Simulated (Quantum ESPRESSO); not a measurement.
## Run report: Cu, fields calculation (part 1 of 2)

The run: fields calculation of Cu (1 atom in the cell). Method and program: Kohn-Sham DFT of a periodic cell, PBE with D3M(BJ), GBRV 1.5 PBE, no spin polarisation (Quantum ESPRESSO 7.5).

The structure derives from a Materials Project entry.

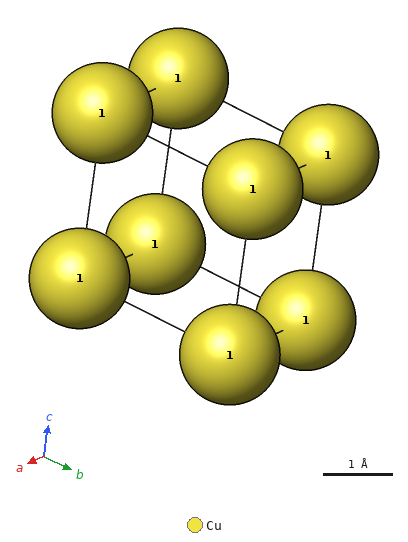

*The input geometry (spheres-only view of the cell of the calculation, seen slightly off an axis; atoms are numbered from 1 in the order of the input). An atom can appear more than once, as a periodic image.*

The input
```
&CONTROL
  calculation = 'scf'
  prefix = 'pwscf'
  outdir = './tmp'
  pseudo_dir = './pseudo'
  tprnfor = .true.
  tstress = .true.
  disk_io = 'low'
/
&SYSTEM
  ibrav = 0
  nat = 1
  ntyp = 1
  ecutwfc = 45
  ecutrho = 360
  nbnd = 16
  occupations = 'tetrahedra'
  vdw_corr = 'grimme-d3'
  dftd3_version = 6
/
&ELECTRONS
  conv_thr = 2d-10
  electron_maxstep = 120
  mixing_beta = 0.5
/
ATOMIC_SPECIES
Cu    63.5460 cu_pbe_v1.2.uspp.F.UPF
CELL_PARAMETERS angstrom
  -1.4539857600    1.4643106900    1.3739820400
   1.4487133000   -1.4679854000    1.3723068300
   1.4251542200    1.4391538600   -1.3778349000
ATOMIC_POSITIONS crystal
Cu     0.0000000000    0.0000000000    0.0000000000
K_POINTS automatic
4 4 4 0 0 0
```

File pp_density.in
```
&INPUTPP
  prefix = 'pwscf'
  outdir = './tmp'
  filplot = 'density.dat'
  plot_num = 0
/
&PLOT
  nfile = 1
  filepp(1) = 'density.dat'
  iflag = 3
  output_format = 6
  fileout = 'density.cube'
/
```

File pp_potential.in
```
&INPUTPP
  prefix = 'pwscf'
  outdir = './tmp'
  filplot = 'potential.dat'
  plot_num = 11
/
&PLOT
  nfile = 1
  filepp(1) = 'potential.dat'
  iflag = 3
  output_format = 6
  fileout = 'potential.cube'
/
```

File pp_potential_ks.in
```
&INPUTPP
  prefix = 'pwscf'
  outdir = './tmp'
  filplot = 'potential_ks.dat'
  plot_num = 1
/
&PLOT
  nfile = 1
  filepp(1) = 'potential_ks.dat'
  iflag = 3
  output_format = 6
  fileout = 'potential_ks.cube'
/
```

Run on 1 thread of Intel Xeon (Granite Rapids), 16 GiB of memory available, shared host.

Run as:
```bash
OMP_NUM_THREADS=1 pw.x -in pw.in > pw.out
OMP_NUM_THREADS=1 pp.x -in pp_density.in > pp_density.out
OMP_NUM_THREADS=1 pp.x -in pp_potential.in > pp_potential.out
OMP_NUM_THREADS=1 pp.x -in pp_potential_ks.in > pp_potential_ks.out
```

Log
```
This program is part of the open-source Quantum ESPRESSO suite
     for quantum simulation of materials; please cite
         "P. Giannozzi et al., J. Phys.:Condens. Matter 21 395502 (2009);
         "P. Giannozzi et al., J. Phys.:Condens. Matter 29 465901 (2017);
         "P. Giannozzi et al., J. Chem. Phys. 152 154105 (2020);
          URL
     in publications or presentations arising from this work. More details at

     Message from routine iosys:
     BEWARE:  force calculation with tetrahedra (not recommanded)
     Message from routine iosys:
     BEWARE: stress calculation with tetrahedra (not recommanded)
     Message from routine setup:
     using ibrav=0 with symmetry is DISCOURAGED, use correct ibrav instead

     G-vector sticks info
     --------------------
     sticks:   dense  smooth     PW     G-vecs:    dense   smooth      PW
     Sum         585     285    125                 8907     3125     897

     Using Slab Decomposition

     bravais-lattice index     =            0
     lattice parameter (alat)  =       4.6849  a.u.
     unit-cell volume          =      77.3126 (a.u.)^3
     number of atoms/cell      =            1
     number of atomic types    =            1
     number of electrons       =        19.00
     number of Kohn-Sham states=           16
     kinetic-energy cutoff     =      45.0000  Ry
     charge density cutoff     =     360.0000  Ry
     scf convergence threshold =      2.0E-10
     mixing beta               =       0.5000
     number of iterations used =            8  plain     mixing
     Exchange-correlation= SLA  PW   PBE  PBE
                           (   1   4   3   4   0   0   0)

     celldm(1)=   4.684885  celldm(2)=   0.000000  celldm(3)=   0.000000
     celldm(4)=   0.000000  celldm(5)=   0.000000  celldm(6)=   0.000000

     crystal axes: (cart. coord. in units of alat)
               a(1) = (  -0.586489   0.590654   0.554218 )
               a(2) = (   0.584363  -0.592136   0.553543 )
               a(3) = (   0.574860   0.580507  -0.555773 )

     reciprocal axes: (cart. coord. in units 2 pi/alat)
               b(1) = (  0.010318  0.855156  0.903886 )
               b(2) = (  0.864485  0.009784  0.904394 )
               b(3) = (  0.871306  0.862510  0.002827 )

     PseudoPot. # 1 for Cu read from file:
     cu_pbe_v1.2.uspp.F.UPF
     Pseudo is Ultrasoft + core correction, Zval = 19.0
     Generated by new atomic code, or converted to UPF format
     Using radial grid of  867 points,  6 beta functions with:
                l(1) =   0
                l(2) =   0
                l(3) =   1
                l(4) =   1
                l(5) =   2
                l(6) =   2
     Q(r) pseudized with  8 coefficients,  rinner =    1.150   1.150   1.150
                                                       1.150   1.150

     atomic species   valence    mass     pseudopotential
     Cu               19.00    63.54600     Cu( 1.00)

      2 Sym. Ops., with inversion, found

   Cartesian axes

     site n.     atom                  positions (alat units)
         1        Cu     tau(   1) = (   0.0000000   0.0000000   0.0000000  )

     --------------------------------------------
     DFT-D3 Dispersion Correction (3-body terms):
     --------------------------------------------
       Reference C6 values for interpolation:

         atom   Coordination number   C6
         Cu         0.000           674.36
         Cu         0.958           349.99

       Values used:

         atom   Coordination number  R0_AB[au]  C6      C8
         Cu         8.517            3.119    349.99  28675.33

         Molecular C6 ( Ry / a.u.^6 ) =       349.99

     number of k points=    36 (tetrahedron method)
                       cart. coord. in units 2pi/alat
        k(    1) = (   0.0000000   0.0000000   0.0000000), wk =   0.0312500
        k(    2) = (   0.2178265   0.2156274   0.0007067), wk =   0.0625000
        k(    3) = (  -0.4356529  -0.4312548  -0.0014134), wk =   0.0312500
        k(    4) = (   0.2161213   0.0024461   0.2260986), wk =   0.0625000
        k(    5) = (   0.4339478   0.2180735   0.2268053), wk =   0.0625000
        k(    6) = (  -0.2195316  -0.4288087   0.2246852), wk =   0.0625000
        k(    7) = (  -0.0017051  -0.2131813   0.2253919), wk =   0.0625000
        k(    8) = (  -0.4322426  -0.0048922  -0.4521972), wk =   0.0312500
        k(    9) = (  -0.2144162   0.2107352  -0.4514905), wk =   0.0625000
        k(   10) = (  -0.8678955  -0.4361471  -0.4536106), wk =   0.0312500
        k(   11) = (   0.0025795   0.2137889   0.2259714), wk =   0.0625000
        k(   12) = (   0.2204059   0.4294164   0.2266781), wk =   0.0625000
        k(   13) = (  -0.4330734  -0.2174659   0.2245580), wk =   0.0625000
        k(   14) = (  -0.2152470  -0.0018385   0.2252647), wk =   0.0625000
        k(   15) = (   0.2187008   0.2162351   0.4520700), wk =   0.0625000
        k(   16) = (   0.4365272   0.4318625   0.4527767), wk =   0.0625000
        k(   17) = (  -0.2169521  -0.2150198   0.4506566), wk =   0.0625000
        k(   18) = (   0.0008743   0.0006076   0.4513633), wk =   0.0625000
        k(   19) = (  -0.4296631   0.2088967  -0.2262258), wk =   0.0625000
        k(   20) = (  -0.2118367   0.4245241  -0.2255191), wk =   0.0625000
        k(   21) = (  -0.8653160  -0.2223582  -0.2276392), wk =   0.0625000
        k(   22) = (  -0.6474896  -0.0067307  -0.2269325), wk =   0.0625000
        k(   23) = (  -0.2135418   0.2113428  -0.0001272), wk =   0.0625000
        k(   24) = (   0.0042846   0.4269702   0.0005795), wk =   0.0625000
        k(   25) = (  -0.6491947  -0.2199120  -0.0015406), wk =   0.0625000
        k(   26) = (  -0.4313683  -0.0042846  -0.0008339), wk =   0.0625000
        k(   27) = (  -0.0051589  -0.4275779  -0.4519428), wk =   0.0312500
        k(   28) = (   0.2126675  -0.2119504  -0.4512361), wk =   0.0625000
        k(   29) = (  -0.4408118  -0.8588327  -0.4533563), wk =   0.0312500
        k(   30) = (   0.2109624  -0.4251317  -0.2258442), wk =   0.0625000
        k(   31) = (   0.4287888  -0.2095043  -0.2251375), wk =   0.0625000
        k(   32) = (  -0.2246905  -0.8563866  -0.2272577), wk =   0.0625000
        k(   33) = (  -0.0068641  -0.6407592  -0.2265510), wk =   0.0625000
        k(   34) = (  -0.4374015  -0.4324701  -0.9041400), wk =   0.0312500
        k(   35) = (  -0.2195751  -0.2168427  -0.9034333), wk =   0.0625000
        k(   36) = (  -0.8730544  -0.8637250  -0.9055535), wk =   0.0312500

     Dense  grid:     8907 G-vectors     FFT dimensions: (  30,  30,  27)

     Smooth grid:     3125 G-vectors     FFT dimensions: (  24,  20,  20)

     Check: negative core charge=   -0.000001

     Initial potential from superposition of free atoms

     starting charge      18.0000, renormalised to      19.0000
     Starting wfcs are   13 randomized atomic wfcs +    3 random wfcs

     Self-consistent Calculation

     iteration #  1     ecut=    45.00 Ry     beta= 0.50
     Davidson diagonalization with overlap
     ethr =  1.00E-02,  avg # of iterations =  6.0

     total energy              =    -401.37657689 Ry
     estimated scf accuracy    <       5.04813528 Ry

     iteration #  2     ecut=    45.00 Ry     beta= 0.50
     Davidson diagonalization with overlap
     ethr =  1.00E-02,  avg # of iterations =  2.8

     total energy              =    -403.34962160 Ry
     estimated scf accuracy    <       5.30938387 Ry

     iteration #  3     ecut=    45.00 Ry     beta= 0.50
     Davidson diagonalization with overlap
     ethr =  1.00E-02,  avg # of iterations =  2.0

     total energy              =    -403.89682943 Ry
     estimated scf accuracy    <       0.22984914 Ry

     iteration #  4     ecut=    45.00 Ry     beta= 0.50
     Davidson diagonalization with overlap
     ethr =  1.21E-03,  avg # of iterations =  1.4

     total energy              =    -403.90837530 Ry
     estimated scf accuracy    <       0.08691184 Ry

     iteration #  5     ecut=    45.00 Ry     beta= 0.50
     Davidson diagonalization with overlap
     ethr =  4.57E-04,  avg # of iterations =  1.0

     total energy              =    -403.87184627 Ry
     estimated scf accuracy    <       0.11710661 Ry

     iteration #  6     ecut=    45.00 Ry     beta= 0.50
     Davidson diagonalization with overlap
     ethr =  4.57E-04,  avg # of iterations =  1.4

     total energy              =    -403.88615592 Ry
     estimated scf accuracy    <       0.00064670 Ry

     iteration #  7     ecut=    45.00 Ry     beta= 0.50
     Davidson diagonalization with overlap
     ethr =  3.40E-06,  avg # of iterations =  4.1

     total energy              =    -403.88647562 Ry
     estimated scf accuracy    <       0.00077843 Ry

     iteration #  8     ecut=    45.00 Ry     beta= 0.50
     Davidson diagonalization with overlap
     ethr =  3.40E-06,  avg # of iterations =  1.0

     total energy              =    -403.88641880 Ry
     estimated scf accuracy    <       0.00056404 Ry

     iteration #  9     ecut=    45.00 Ry     beta= 0.50
     Davidson diagonalization with overlap
     ethr =  2.97E-06,  avg # of iterations =  1.0

     total energy              =    -403.88599672 Ry
     estimated scf accuracy    <       0.00057204 Ry

     iteration # 10     ecut=    45.00 Ry     beta= 0.50
     Davidson diagonalization with overlap
     ethr =  2.97E-06,  avg # of iterations =  2.1

     total energy              =    -403.88555994 Ry
     estimated scf accuracy    <       0.00466954 Ry

     iteration # 11     ecut=    45.00 Ry     beta= 0.50
     Davidson diagonalization with overlap
     ethr =  2.97E-06,  avg # of iterations =  1.0

     total energy              =    -403.88587535 Ry
     estimated scf accuracy    <       0.00205158 Ry

     iteration # 12     ecut=    45.00 Ry     beta= 0.50
     Davidson diagonalization with overlap
     ethr =  2.97E-06,  avg # of iterations =  1.0

     total energy              =    -403.88584349 Ry
     estimated scf accuracy    <       0.00092859 Ry

     iteration # 13     ecut=    45.00 Ry     beta= 0.50
     Davidson diagonalization with overlap
     ethr =  2.97E-06,  avg # of iterations =  1.8

     total energy              =    -403.88620299 Ry
     estimated scf accuracy    <       0.00000820 Ry

     iteration # 14     ecut=    45.00 Ry     beta= 0.50
     Davidson diagonalization with overlap
     ethr =  4.32E-08,  avg # of iterations =  2.5

     total energy              =    -403.88613575 Ry
     estimated scf accuracy    <       0.00010747 Ry

     iteration # 15     ecut=    45.00 Ry     beta= 0.50
     Davidson diagonalization with overlap
     ethr =  4.32E-08,  avg # of iterations =  2.0

     total energy              =    -403.88620224 Ry
     estimated scf accuracy    <       0.00000163 Ry

     iteration # 16     ecut=    45.00 Ry     beta= 0.50
     Davidson diagonalization with overlap
     ethr =  8.57E-09,  avg # of iterations =  2.0

     total energy              =    -403.88621166 Ry
     estimated scf accuracy    <       0.00000024 Ry

     iteration # 17     ecut=    45.00 Ry     beta= 0.50
     Davidson diagonalization with overlap
     ethr =  1.27E-09,  avg # of iterations =  1.0

     total energy              =    -403.88620970 Ry
     estimated scf accuracy    <       0.00000002 Ry

     iteration # 18     ecut=    45.00 Ry     beta= 0.50
     Davidson diagonalization with overlap
     ethr =  1.03E-10,  avg # of iterations =  1.6

     total energy              =    -403.88620877 Ry
     estimated scf accuracy    <          6.3E-09 Ry

     iteration # 19     ecut=    45.00 Ry     beta= 0.50
     Davidson diagonalization with overlap
     ethr =  3.30E-11,  avg # of iterations =  1.8

     total energy              =    -403.88620918 Ry
     estimated scf accuracy    <          2.7E-10 Ry

     iteration # 20     ecut=    45.00 Ry     beta= 0.50
     Davidson diagonalization with overlap
     ethr =  1.43E-12,  avg # of iterations =  2.0

     End of self-consistent calculation

          k = 0.0000 0.0000 0.0000 (   383 PWs)   bands (ev):

   -95.9829 -53.3148 -53.2987 -53.2858   7.0577  13.3497  13.4972  13.6374
    14.4335  14.6505  41.0739  41.9443  42.8875  45.2119  45.3601  45.9113

          k = 0.2178 0.2156 0.0007 (   385 PWs)   bands (ev):

   -95.9735 -53.3717 -53.3164 -53.2986   9.3201  13.2849  13.3728  14.2104
    14.3534  14.5941  30.2597  37.8977  38.9454  40.3355  42.3595  44.7256

          k =-0.4357-0.4313-0.0014 (   394 PWs)   bands (ev):

   -95.9640 -53.4368 -53.3402 -53.2967  11.4572  12.9504  14.3306  14.5669
    15.3417  15.8849  21.0787  35.1903  35.4071  39.1981  42.1224  49.1947

          k = 0.2161 0.0024 0.2261 (   383 PWs)   bands (ev):

   -95.9736 -53.3515 -53.3347 -53.3011   9.4069  13.0310  13.4756  14.3152
    14.4541  14.5790  31.0838  36.5921  37.5971  39.1723  41.6824  47.0093

          k = 0.4339 0.2181 0.2268 (   396 PWs)   bands (ev):

   -95.9642 -53.4023 -53.3611 -53.3111  12.0675  12.8028  13.2091  14.4164
    14.6853  17.0793  25.6321  26.5509  34.3106  41.8478  45.6108  51.7195

          k =-0.2195-0.4288 0.2247 (   398 PWs)   bands (ev):
```
